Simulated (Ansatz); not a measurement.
# Ta$_{2}$N: 8 runs along one coordinate

System: Ta$_{2}$N (P-1, 3 atoms in the cell).
Method: DFT PBEsol, scalar-relativistic, plane waves, PAW, PAW set soft_1, no spin polarisation (Ansatz 0.2.0).

The 8 runs differ only in the geometry, by a strain of the cell at fixed fractional positions. Against run 4, the strain is εzz = η. The structure derives from a Materials Project entry.

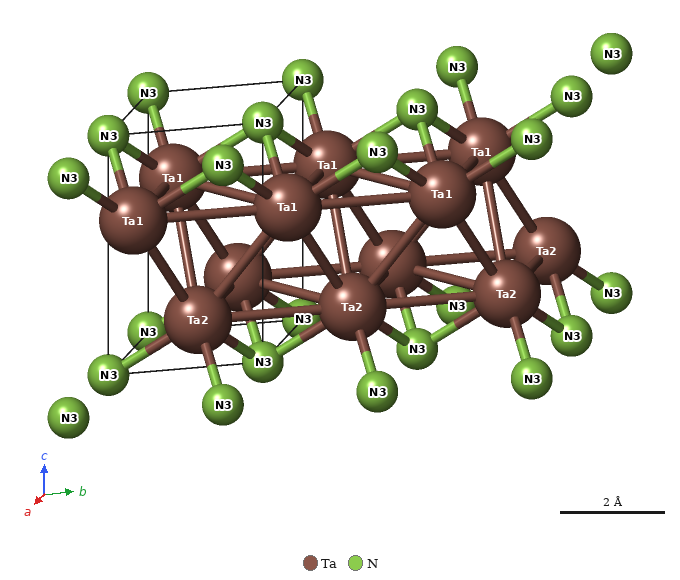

Figure 1. The structure of run 4 (ball-and-stick view of the cell of the calculation, repeated 2 × 3 × 1, seen slightly off an axis; atoms are numbered from 1 in the order of the input). An atom can appear more than once, as a periodic image.

## Input of run 4
```yaml
crystal:
  lattice:
    - [3.078259549, -0.0538695421, 0.0]
    - [-1.5857821664, 2.6927857399, 0.0]
    - [0.0, 0.0, 4.823932937]
  atoms:
    - { symbol: Ta, position: [0.6666666667, 0.3333333333, 0.7463700642] }
    - { symbol: Ta, position: [0.3333333333, 0.6666666667, 0.2536299358] }
    - { symbol: "N", position: [0.0, 0.0, 0.0] }
basis:
  ecutwfc: 520.0
kpoints:
  mp_grid: { grid: [15, 15, 8] }
hamiltonian:
  xc: pbesol
  pseudopotentials: { kind: paw, azcp: { folder: soft_1 } }
scf:
  occupations: { method: gaussian, width: 0.15 }
output:
  forces: true
  stress: true
  eigenvalues: true
```

Command:
```bash
ansatz run input.yaml --threads 2 --pin off --max-ram 4096MiB --backend cpu --events-out ev --progress --plain --runs-dir out
```

Lattice vectors (Å) and fractional positions of run 4:
```
   3.078260   -0.053870    0.000000
  -1.585782    2.692786    0.000000
   0.000000    0.000000    4.823933
Ta  0.666667  0.333333  0.746370
Ta  0.333333  0.666667  0.253630
N   0.000000  0.000000  0.000000
```

Run 2 differs from it as follows:
```diff
-    - [0.0, 0.0, 4.823932937]
+    - [0.0, 0.0, 4.5706764578]
```

## Results, with one run withheld

| run | strain parameter η (%) | free energy per atom, from the lowest run given (meV) | pressure (GPa) |
| --- | --- | --- | --- |
| 1 | −7.0000 | 108.92 | 26.63 |
| 2 | −5.2500 | ? | ? |
| 3 | −1.7500 | 6.28 | 5.98 |
| 4 | 0.0000 | 0.00 | 0.35 |
| 5 | 1.7500 | 5.15 | −4.72 |
| 6 | 3.5000 | 20.35 | −9.28 |
| 7 | 5.2500 | 44.38 | −13.38 |
| 8 | 7.0000 | 76.27 | −17.05 |

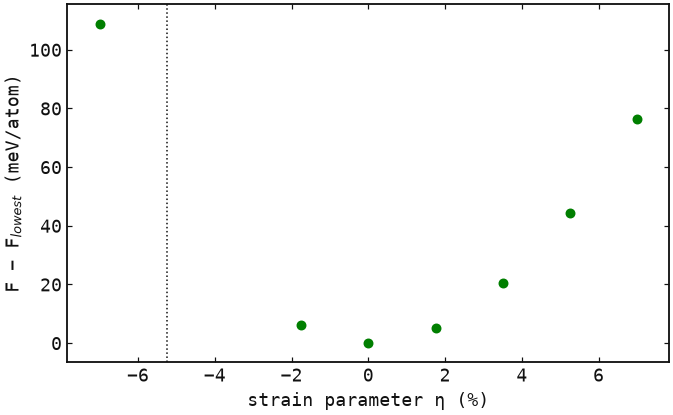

Figure 2. Free energy per atom of the runs given; the dotted line marks run 2.

What should run 2 give?

A cubic polynomial in the coordinate, fitted to the 7 runs given, misses them by at most 0.15 meV per atom. With x = η − 1.2500, it reads F = 2.4736 + 4.2685 x + 1.7313 x² − 0.04241 x³ (meV per atom). At run 2 it gives 59.52 meV per atom, and the run itself gives 59.12. The fit has its minimum at η = 0.0685 %.

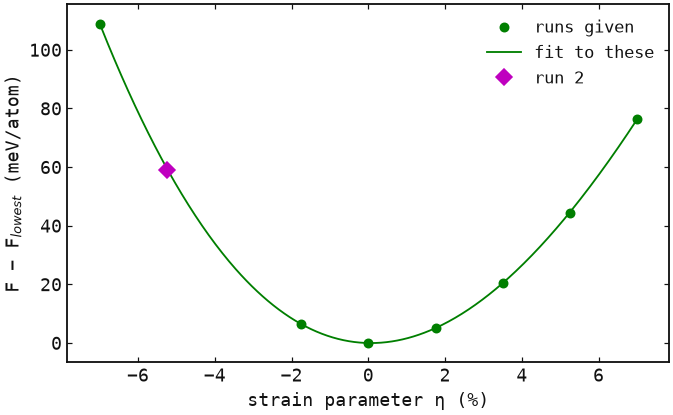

Figure 3. The fit and the withheld run.

## Output, shortened to warnings, some set-up lines, iterations and results (run 2)
```
Warning: [file] the record states the generating functional pbe (its physics header spells it `PBE`), which answers neither for hamiltonian.xc's functional nor for the pbesol family's — results may be inconsistent (PPs are generated against a specific XC)
Warning: [file] the record states the generating functional pbe (its physics header spells it `PBE`), which answers neither for hamiltonian.xc's functional nor for the pbesol family's — results may be inconsistent (PPs are generated against a specific XC)
Basis set: ecut = 520 eV, 1003 PW (Γ), exchange–correlation on 48×48×72 points (8 copies of the dense FFT grid, shifted against one another)
Symmetry: 2 space group operations
k-points: 901 of 1800
Initial density: superposition of atomic densities (chi_scale 0.1, normalization cell, long waves kept (reshape's long-wave potential 0.03 eV rms))
[...]
SCF iter   1: F=—  HF=-19996.603505 eV  |F-HF|=—  |Δ(HF+E_count)|=         —  Δρ=5.58e-2  dr2=2.72e0  ethr=3.10e-3  ⟨swp⟩=4.9  Hψ=70920  notcnv=0
SCF iter   2: F=—  HF=-19996.278431 eV  |F-HF|=—  |Δ(HF+E_count)|=   3.25e-1  Δρ=3.92e-2  dr2=1.45e0  ethr=3.10e-3  ⟨swp⟩=2.0  Hψ=28866  notcnv=0  defer=200
SCF iter   3: F=—  HF=-19995.933031 eV  |F-HF|=—  |Δ(HF+E_count)|=   3.45e-1  Δρ=1.02e-2  dr2=4.95e-2  ethr=3.10e-3  ⟨swp⟩=2.6  Hψ=30293  notcnv=0  defer=200
SCF iter   4: F=—  HF=-19995.922068 eV  |F-HF|=—  |Δ(HF+E_count)|=   1.10e-2  Δρ=1.25e-3  dr2=2.26e-4  ethr=1.60e-4  ⟨swp⟩=1.6  Hψ=27545  notcnv=0  defer=194
SCF iter   5: F=—  HF=-19995.922013 eV  |F-HF|=—  |Δ(HF+E_count)|=   5.50e-5  Δρ=1.57e-4  dr2=1.55e-5  ethr=7.28e-7  ⟨swp⟩=2.2  Hψ=24407  notcnv=0  defer=194
SCF iter   6: F=—  HF=-19995.922013 eV  |F-HF|=—  |Δ(HF+E_count)|=   6.37e-7  Δρ=4.47e-5  dr2=1.23e-6  ethr=5.01e-8  ⟨swp⟩=2.0  Hψ=29217  notcnv=0  defer=194
SCF iter   7: F=-19995.922012 eV  HF=-19995.922012 eV  |F-HF|=2.06e-8  |Δ(HF+E_count)|=   3.57e-7  Δρ=7.97e-6  dr2=2.81e-8  ethr=3.23e-10  ⟨swp⟩=7.0  Hψ=82369  notcnv=0
SCF 1 converged in 7 iterations: F = -19995.922012 eV  dr2 = 2.81e-8
SCF converged after 7 iterations
Free energy (F): -19995.922012 eV
Harris-Foulkes:  -19995.922012 eV  (|F-HF|=2.06e-8)
Internal energy: -19995.912061 eV  (E = F + TS)
E sigma→0 (E₀):  -19995.917037 eV
Entropy (-TS):   -0.009951 eV (-3.317 meV/atom)
Fermi energy:    21.127031 eV
--- Per-component energies (eV) ---
  E_band       = -131.298066
  E_kinetic    = 924.517409
  E_local      = -1134.295867  (includes V_loc(G=0)·N_el)
  E_nonlocal   = 18.460551
  E_hartree    = 419.110498
  E_xc         = -700.506791
  E_vxc        = -547.099668  (∫ρ·V_xc dr)
  E_paw        = -16486.702335  (= ΣΔE_a)
  E_vpaw       = -231.102626  (= ΣTr[D̂ρ^β])
  E_aug_tail   = 0.000040  (compensation charges beyond the density's cutoff)
  E_ewald      = -3036.951091
  E_core_change = 0.455524  (= ΣΔE_core)
  E_smearing   = -0.009951  (= −TS)
  E_closure    = 0.000000  (closes the sum)
  Σ components = -19995.922012   (vs F -19995.922012, Δ=0.00e0)
--- Forces (eV/Å), atoms counted from 1 ---
  atom   1  Ta     0.05160821     0.00043719     0.05163636
  atom   2  Ta    -0.05160821    -0.00043719    -0.05163636
  atom   3  N      0.00000000     0.00000000     0.00000000
  max |Σ_I F_I| component: 0.00e0 eV/Å
--- Stress (GPa, compression-positive) ---
       14.231151       6.607823      -2.392286
        6.607823      14.213207      -0.116406
       -2.392286      -0.116406      28.768769
  P = ⅓ Tr σ = 19.0710 GPa (190.710 kbar)
```

Warnings of the run: the PAW datasets were made with another functional. Spin–orbit coupling is left out, which matters for Ta. The cell holds an odd number of electrons but the run has no spin polarisation, so a band is left half filled.
